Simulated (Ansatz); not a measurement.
# Calculations on MoS₂

Part 1: Scan

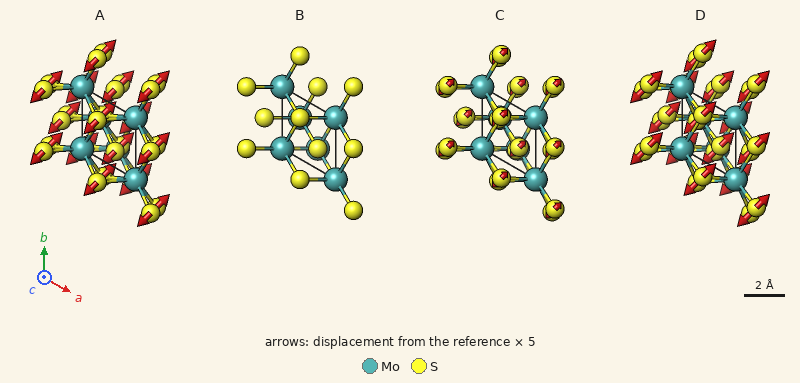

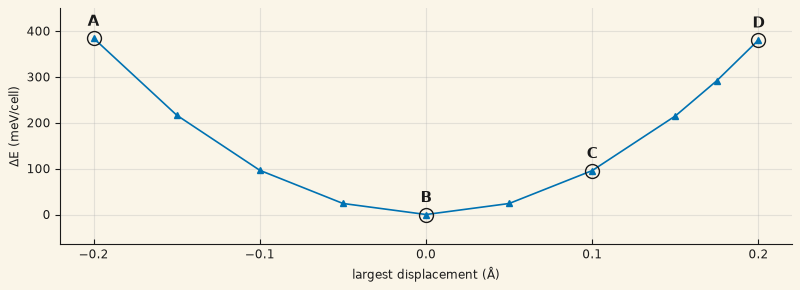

Crystalline MoS2 (R3m): a normal mode at the zone centre (one arbitrary combination within a set of 2 degenerate modes) is frozen in with the cell fixed, the amplitude being the largest displacement of an atom. The lettered frames are marked on the plot. Style: ball-and-stick. Shown: the conventional cell (3 times the calculation's cell), along the c axis. Red arrows: displacements from the reference. Lengths and directions refer to the drawn axes.

These are results of DFT PBE+D3(BJ), scalar-relativistic, plane waves, PAW in Ansatz, not measurements. Set-up: plane-wave cutoff 420 eV; k-point mesh 12 × 12 × 12; occupations gaussian; smearing width 0.05 eV; no spin polarisation. Energies (free energies at the smearing named) are counted from the relaxed crystal.

Q: Read off the main features of the energy profile.

A: The harmonic wavenumber of the mode is 286 cm⁻¹, a stable vibration. The lowest computed point lies at the amplitude 0.00 Å (0 meV/cell). The well is symmetric. At the highest point the shortest interatomic distance is 2.26 Å, against 2.40 Å in the reference.

Part 2: Scan

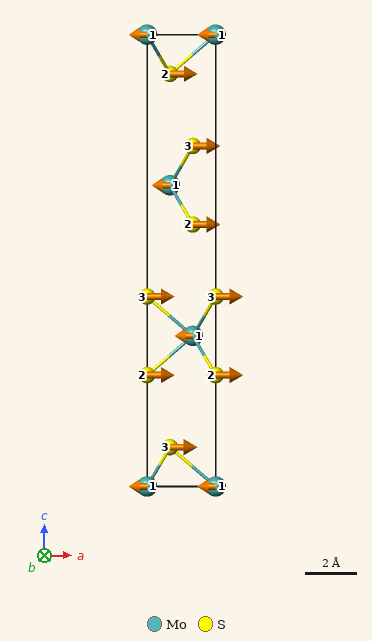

Energy scan for solid MoS$_{2}$ (R3m), in which a normal mode at the zone centre (one arbitrary combination within a set of 2 degenerate modes) is frozen in with the cell fixed, the amplitude being the largest displacement of an atom. The picture shows the reference cell. The orange arrows give the direction of positive displacement. A ball-and-stick model of the conventional cell (3 times the calculation's cell), seen along the b axis. Lengths and directions refer to the drawn axes.

Method: Ansatz, DFT PBE+D3(BJ), scalar-relativistic, plane waves, PAW. (plane-wave cutoff 420 eV; k-point mesh 12 × 12 × 12; occupations gaussian; smearing width 0.05 eV; no spin polarisation). Energies (free energies at the smearing named) are counted from the relaxed crystal.

Input file:
```yaml
crystal:
  lattice:
    - [1.5764743789, 0.910177907, 5.9965349857]
    - [-1.5764743789, 0.910177907, 5.9965349857]
    - [0.0, -1.8203558141, 5.9965349857]
  atoms:
    - { symbol: Mo, position: [1.72715e-05, 1.72715e-05, 1.72715e-05] }
    - { symbol: S, position: [0.7535591261, 0.7535591261, 0.7535591261] }
    - { symbol: S, position: [0.5797236024, 0.5797236024, 0.5797236024] }
basis:
  ecutwfc: 420
kpoints:
  mp_grid: { grid: [12, 12, 12] }
hamiltonian:
  xc: pbe
  dispersion: d3bj
scf:
  occupations: { method: gaussian, width: 0.05 }
output:
  forces: true
  stress: true
  eigenvalues: true
```

Command:
```bash
ansatz run input.yaml --threads 2 --pin off --max-ram 5120MiB --backend cpu --events-out ev --progress --plain --runs-dir out
```

Predict the energy profile (the amplitude: −0.3000, −0.2250, −0.1500, −0.0750, 0.0000, 0.0750, 0.1500, 0.2250, 0.2625, 0.3000 Å).

| largest displacement (Å) | ΔE (eV/cell) |
| --- | --- |
| −0.3000 | 2.05 |
| −0.2250 | 1.26 |
| −0.1500 | 0.60 |
| −0.0750 | 0.16 |
| 0.0000 | 0.00 |
| 0.0750 | 0.16 |
| 0.1500 | 0.65 |
| 0.2250 | 1.44 |
| 0.2625 | 1.93 |
| 0.3000 | 2.49 |

The harmonic wavenumber of the mode is 380 cm⁻¹, a stable vibration. Of the computed points the lowest is at the amplitude 0.00 Å, 0.00 eV/cell. At the ends of the scan the energy is 2.05 eV/cell (−0.30 Å) and 2.49 eV/cell (0.30 Å). The well is lopsided: at ±0.3000 Å the energy is 1.2 times higher on the positive side. At the highest point the shortest interatomic distance is 2.05 Å, against 2.40 Å in the reference. The band gap on the mesh, 0.79 eV in the reference, closes at −0.30 Å, 0.225 Å, 0.2625 Å, 0.30 Å.

The computed profile:

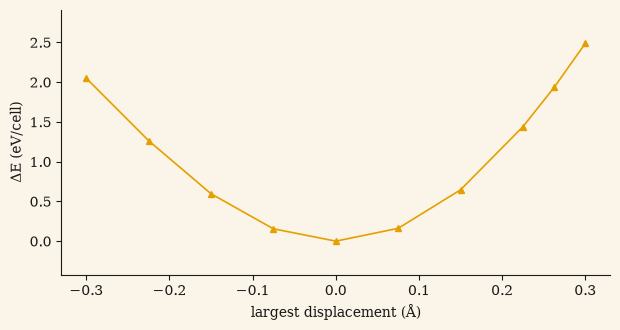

Part 3: Vibrations

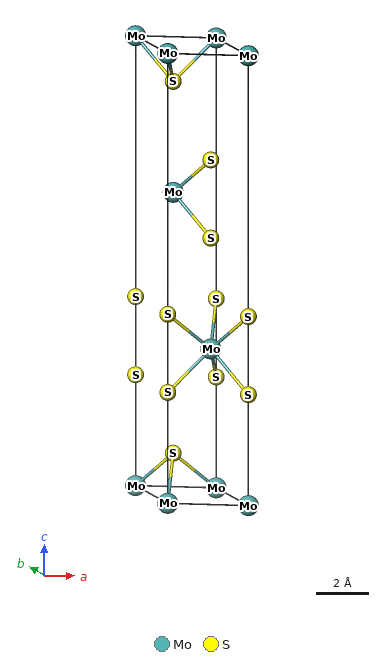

Phonons of solid MoS₂, at the zone centre. Style: ball-and-stick. Shown: the conventional cell (3 times the calculation's cell), slightly off an axis. Lengths and directions refer to the drawn axes.

Computed with DFT PBE+D3(BJ), scalar-relativistic, plane waves, PAW (Ansatz). (plane-wave cutoff 420 eV; k-point mesh 12 × 12 × 12; occupations gaussian; smearing width 0.05 eV; no spin polarisation)

Frequencies are those without the non-analytic (LO–TO) term.

Give the spectrum at this point.

The calculation's cell holds 3 atoms, so there are 6 optical modes, in 4 levels. The optical modes span 2E + 2A₁. No level is unstable.

```
level  symmetry  frequency (cm⁻¹)                    activity
    1         E               286  infrared- and Raman-active
    2         E               380  infrared- and Raman-active
    3        A₁               411  infrared- and Raman-active
    4        A₁               463  infrared- and Raman-active
```

The modes drawn as arrows (one member of each degenerate set):

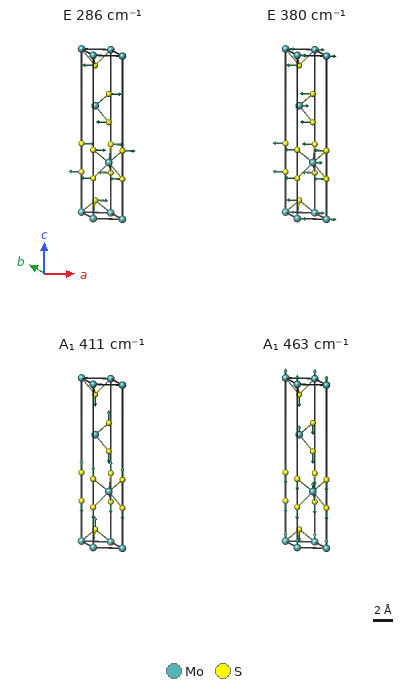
